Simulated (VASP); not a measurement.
**Run report: C, band-structure run (part 2 of 2)**

C (8 atoms in the cell); Kohn-Sham DFT of a periodic cell, revTPSS, VASP PAW PBE potentials, recommended, no spin polarisation (VASP 6.6.1); cutoff 520 eV, 12×12×4 k-mesh, fermi-dirac of 0.05 eV. The structure derives from an entry of the Crystallography Open Database.

Geometry of the input (Å; fractional positions):
```
2.5221  0.0000  0.0000
-1.2611  2.1842  0.0000
0.0000  0.0000  8.2371
C  0.6667  0.3333  0.8438
C  0.3333  0.6667  0.3438
C  0.6667  0.3333  0.6562
C  0.3333  0.6667  0.1562
C  0.0000  0.0000  0.9062
C  0.0000  0.0000  0.4062
C  0.0000  0.0000  0.5938
C  0.0000  0.0000  0.0938
```

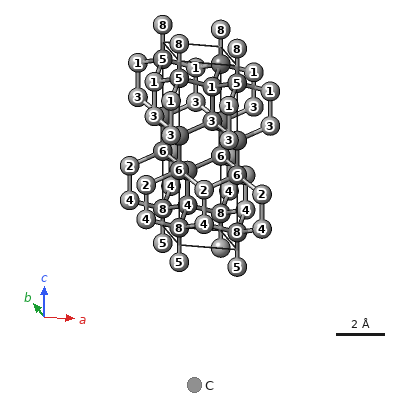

The input geometry (ball-and-stick view of the cell of the calculation, seen slightly off an axis; neighbours outside the cell are drawn fainter; atoms are numbered from 1 in the order of the input).

### Parts of OUTCAR, continued
```
   k-points           NKPTS =     57   k-points in BZ     NKDIM =     57   number of bands    NBANDS=     21
   number of dos      NEDOS =    301   number of ions     NIONS =      8
   total plane-waves  NPLWV =  25600
   dimension x,y,z NGX =    20 NGY =   20 NGZ =   64
   dimension x,y,z NGXF=    40 NGYF=   40 NGZF=  128
   ions per type =               8
   NGX,Y,Z   is equivalent  to a cutoff of  13.18, 13.18, 12.92 a.u.
   NGXF,Y,Z  is equivalent  to a cutoff of  26.37, 26.37, 25.83 a.u.
 SYSTEM =  C
   PREC   = accura    normal or accurate (medium, high low for compatibility)
   ISTART =      0    job   : 0-new  1-cont  2-samecut
   ICHARG =      2    charge: 1-file 2-atom 10-const
   ISPIN  =      1    spin polarized calculation?
   LNONCOLLINEAR =      F non collinear calculations
   LSORBIT =      F    spin-orbit coupling
   LASPH  =      T    aspherical Exc in radial PAW
   ENCUT  =  520.0 eV  38.22 Ry    6.18 a.u.   4.69  4.69 15.32*2*pi/ulx,y,z
   NELM   =    100;   NELMIN=  2; NELMDL= -5     # of ELM steps
   EDIFF  = 0.1E-05   stopping-criterion for ELM
   LREAL  =      F    real-space projection
   EDIFFG = 0.1E-04   stopping-criterion for IOM
   NSW    =      0    number of steps for IOM
   IBRION =     -1    ionic relax: 0-MD 1-quasi-New 2-CG
   NFREE  =      0    steps in history (QN), initial steepest desc. (CG)
   ISIF   =      2    stress and relaxation
   ISYM   =      2    0-nonsym 1-usesym 2-fastsym
   POTIM  = 0.5000    time-step for ionic-motion
   TEBEG  =    0.0;   TEEND  =   0.0 temperature during run
   PSTRESS=    0.0 pullay stress
   NELECT =      32.0000    total number of electrons
   NUPDOWN=      -1.0000    fix difference up-down
   EMIN   =  10.00;   EMAX   =-10.00  energy-range for DOS
   EFERMI =   0.00;   METHOD = LEGACY
   ISMEAR =    -1;   SIGMA  =   0.05  broadening in eV -4-tet -1-fermi 0-gaus
   EFERMI_NEDOS =   21; number of points for ismear=-14 and -15
   IALGO  =     38    algorithm
   IMIX   =      4    mixing-type and parameters
     AMIX     =   0.40;   BMIX     =  1.00
     AMIX_MAG =   1.60;   BMIX_MAG =  1.00
  volume/ion in A,a.u.               =       5.67        38.28
  Fermi-wavevector in a.u.,A,eV,Ry     =   1.457186  2.753682 28.890486  2.123391
  Thomas-Fermi vector in A             =   2.574017
   LORBIT       =      0    0 simple, 1 ext, 2 COOP (PROOUT), +10 PAW based schemes
   METAGGA = RTPSS    functional components
   LHFCALC =     F    Hartree Fock is set to
   AEXX    =    0.0000 exact exchange contribution
   IVDW    =     0    specifies the selected vdW correction
   LEPSILON=     F    determine dielectric tensor
   LRPA    =     F    only Hartree local field effects (RPA)
 non-spin polarized calculation
  energy-cutoff  :      520.00
  volume of cell :       45.38
 maximum number of plane-waves:      1242
 NGX is ok and might be reduce to    20
   NGX =  9   NGY =  9   NGZ = 31

 number of electron      31.9999995 magnetization

 Free energy of the ion-electron system (eV)
  ---------------------------------------------------
  ext. energy  EPLUGINS =         0.00000000
  ---------------------------------------------------
  free energy    TOTEN  =       -81.88609160 eV

  energy without entropy =      -81.88609160  energy(sigma->0) =      -81.88609160

 E-fermi :  10.9406     XC(G=0): -13.6220     alpha+bet :-17.6697

 val. band max:        9.9423553535   @ k =   0.0000   0.0000   0.0000
 cond. band min:      14.2098651491   @ k =   0.4167   0.0000   0.0000
 fundamental gap:      4.2675097956
 Fermi energy:        10.9405697892

 k-point     1 :       0.0000    0.0000    0.0000
  band No.  band energies     occupation
      1     -12.1874      2.00000
      2     -10.4594      2.00000
      3     -10.4099      2.00000
      4      -6.2730      2.00000
      5      -3.9013      2.00000
      6       3.0343      2.00000
      7       3.1116      2.00000
      8       6.8594      2.00000
      9       6.8594      2.00000
     10       7.9464      2.00000
     11       7.9464      2.00000
     12       8.1800      2.00000
     13       8.1800      2.00000
     14       9.7107      2.00000
     15       9.9424      2.00000
     16       9.9424      2.00000
     17      15.2757      0.00000
     18      15.2757      0.00000
     19      15.8199      0.00000
     20      17.1027      0.00000
     21      17.1081      0.00000

 k-point     2 :       0.0833    0.0000    0.0000
  band No.  band energies     occupation
      1     -12.0134      2.00000
      2     -10.2889      2.00000
      3     -10.2385      2.00000
      4      -6.1172      2.00000
      5      -3.7417      2.00000
      6       3.1161      2.00000
      7       3.1944      2.00000
      8       5.9722      2.00000
      9       6.4800      2.00000
     10       7.1309      2.00000
     11       7.3610      2.00000
     12       7.6556      2.00000
     13       7.8301      2.00000
     14       9.2177      2.00000
     15       9.4315      2.00000
     16       9.6711      2.00000
     17      15.3621      0.00000
     18      15.6835      0.00000
     19      16.1179      0.00000
     20      16.9892      0.00000
     21      17.6821      0.00000

 k-point     3 :       0.1667    0.0000    0.0000
  band No.  band energies     occupation
      1     -11.4937      2.00000
      2      -9.7797      2.00000
      3      -9.7264      2.00000
      4      -5.6523      2.00000
      5      -3.2767      2.00000
      6       3.2568      2.00000
      7       3.3435      2.00000
      8       3.9641      2.00000
      9       5.2484      2.00000
     10       5.5367      2.00000
     11       5.6382      2.00000
     12       6.9399      2.00000
     13       7.0349      2.00000
     14       7.5181      2.00000
     15       8.7134      2.00000
     16       8.9972      2.00000
     17      15.1789      0.00000
     18      16.4014      0.00000
     19      16.6190      0.00000
     20      16.6372      0.00000
     21      17.6652      0.00000

 k-point     4 :       0.2500    0.0000    0.0000
  band No.  band energies     occupation
      1     -10.6348      2.00000
      2      -8.9412      2.00000
      3      -8.8812      2.00000
      4      -4.8863      2.00000
      5      -2.5743      2.00000
      6       1.4481      2.00000
      7       2.4838      2.00000
      8       2.6173      2.00000
      9       3.9941      2.00000
     10       4.4687      2.00000
     11       4.7432      2.00000
     12       5.4426      2.00000
     13       6.1211      2.00000
     14       6.1736      2.00000
     15       7.7022      2.00000
     16       8.2154      2.00000
     17      14.7462      0.00000
     18      16.1048      0.00000
     19      16.2579      0.00000
     20      17.5817      0.00000
     21      17.9192      0.00000

 k-point     5 :       0.3333    0.0000    0.0000
  band No.  band energies     occupation
      1      -9.4530      2.00000
      2      -7.7994      2.00000
      3      -7.7214      2.00000
      4      -3.8481      2.00000
      5      -2.1326      2.00000
      6      -0.6461      2.00000
      7       0.3197      2.00000
      8       0.6044      2.00000
      9       3.2862      2.00000
     10       3.9925      2.00000
     11       4.0133      2.00000
     12       4.7799      2.00000
     13       5.4308      2.00000
     14       5.4643      2.00000
     15       6.6917      2.00000
     16       7.5501      2.00000
     17      14.3618      0.00000
     18      15.7659      0.00000
     19      15.9713      0.00000
     20      17.3633      0.00000
     21      18.1606      0.00000

 [... the levels of 18 k-points are left out ...]

 k-point    24 :       0.3333    0.0000    0.2500
  band No.  band energies     occupation
      1      -9.3458      2.00000
      2      -8.4949      2.00000
      3      -6.8364      2.00000
      4      -4.5914      2.00000
      5      -1.5827      2.00000
      6      -0.5404      2.00000
      7       0.0408      2.00000
      8       1.3230      2.00000
      9       2.4938      2.00000
     10       3.3344      2.00000
     11       4.1094      2.00000
     12       4.8491      2.00000
     13       5.6013      2.00000
     14       6.1341      2.00000
     15       6.7319      2.00000
     16       7.3447      2.00000
     17      14.4088      0.00000
     18      15.2006      0.00000
     19      16.5150      0.00000
     20      17.4745      0.00000
     21      18.0441      0.00000

 [... further k-points ...]

------------------------ aborting loop because EDIFF is reached ----------------------------------------

  FORCE on cell =-STRESS in cart. coord.  units (eV):
  Direction    XX          YY          ZZ          XY          YZ          ZX
  --------------------------------------------------------------------------------------
  -------------------------------------------------------------------------------------
  Total       -1.5167618     -1.5167618      2.0385278      0.0000000      0.0000000      0.0000000
  in kB      -53.5547997    -53.5547997     71.9776457      0.0000000      0.0000000      0.0000000
  external PRESSURE =     -11.7106512 kB  Pullay stress =       0.0000000 kB

 VOLUME and BASIS-vectors are now :
 -----------------------------------------------------------------------------
  energy-cutoff  :      520.00
  volume of cell :       45.38
      direct lattice vectors                 reciprocal lattice vectors
     2.522100000  0.000000000  0.000000000     0.396494984  0.228916486  0.000000000
    -1.261050000  2.184202671  0.000000000     0.000000000  0.457832972  0.000000000
     0.000000000  0.000000000  8.237100000     0.000000000  0.000000000  0.121401950

 POSITION                                       TOTAL-FORCE (eV/Angst)
 -----------------------------------------------------------------------------------
      1.26105      0.72807      6.95005        -0.000000     -0.000000      0.326102
     -0.00000      1.45614      2.83150        -0.000000      0.000000      0.326102
      1.26105      0.72807      5.40560         0.000000     -0.000000     -0.326102
     -0.00000      1.45614      1.28705         0.000000      0.000000     -0.326102
      0.00000      0.00000      7.46487         0.000000      0.000000      0.333270
      0.00000      0.00000      3.34632        -0.000000      0.000000      0.333270
      0.00000      0.00000      4.89078         0.000000      0.000000     -0.333270
      0.00000      0.00000      0.77223        -0.000000     -0.000000     -0.333270
 -----------------------------------------------------------------------------------
    total drift:                               -0.000000      0.000000      0.000000

  FREE ENERGIE OF THE ION-ELECTRON SYSTEM (eV)
  ---------------------------------------------------
  free  energy   TOTEN  =       -81.8860916032 eV

  energy  without entropy=      -81.8860916031  energy(sigma->0) =      -81.88609160
```

### CONTCAR
```
C
   1.00000000000000
     2.5221000000000000    0.0000000000000000    0.0000000000000000
    -1.2610500000000000    2.1842026709000000    0.0000000000000000
     0.0000000000000000    0.0000000000000000    8.2370999999999999
  C
     8
Direct
     0.6666666667000030    0.3333333332999970    0.8437500000000000
     0.3333333332999970    0.6666666667000030    0.3437500000000000
     0.6666666667000030    0.3333333332999970    0.6562500000000000
     0.3333333332999970    0.6666666667000030    0.1562500000000000
     0.0000000000000000    0.0000000000000000    0.9062500000000000
     0.0000000000000000    0.0000000000000000    0.4062500000000000
     0.0000000000000000    0.0000000000000000    0.5937500000000000
     0.0000000000000000    0.0000000000000000    0.0937500000000000

  0.00000000E+00  0.00000000E+00  0.00000000E+00
  0.00000000E+00  0.00000000E+00  0.00000000E+00
  0.00000000E+00  0.00000000E+00  0.00000000E+00
  0.00000000E+00  0.00000000E+00  0.00000000E+00
  0.00000000E+00  0.00000000E+00  0.00000000E+00
  0.00000000E+00  0.00000000E+00  0.00000000E+00
  0.00000000E+00  0.00000000E+00  0.00000000E+00
  0.00000000E+00  0.00000000E+00  0.00000000E+00
```

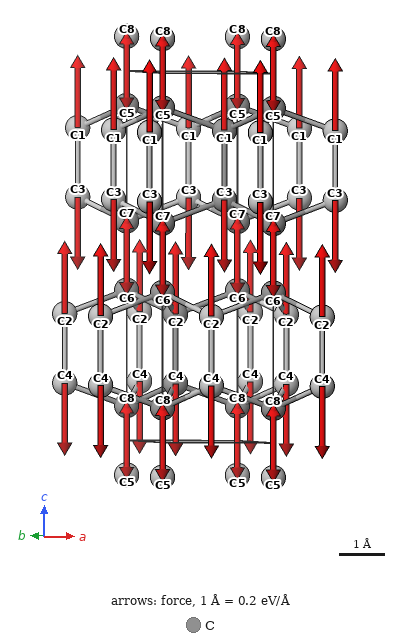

Forces on the atoms as red arrows (ball-and-stick view of the cell of the calculation, seen at an oblique angle; neighbours outside the cell are drawn fainter; atoms are numbered from 1 in the order of the input). The largest act on C5, C6, C7, C8 (0.33 eV/Å); C1, C2, C3, C4 (0.33 eV/Å). The geometry is not a stationary point of this energy.

### Summary

```json
{"quantity": "outcome", "value": "converged"}
{"quantity": "space group (tolerance 0.01 Å)", "value": "P6₃/mmc (194)"}
{"quantity": "electrons treated", "value": "32"}
{"quantity": "free energy", "value": "−81.8861 eV"}
{"quantity": "Fermi energy of the self-consistent step", "value": "10.941 eV"}
{"quantity": "gap on the k-point mesh", "value": "4.27 eV"}
{"quantity": "gap on the band path", "value": "4.27 eV"}
{"quantity": "pressure", "value": "−1.17 GPa"}
{"quantity": "largest force (length of the vector)", "value": "0.333 eV/Å"}
{"quantity": "hardware", "value": "1 thread of Intel Xeon (Emerald Rapids), 128 GiB of memory available, shared host"}
{"quantity": "wall time", "value": "3.8 min"}
{"quantity": "peak memory", "value": "0.19 GiB"}
```
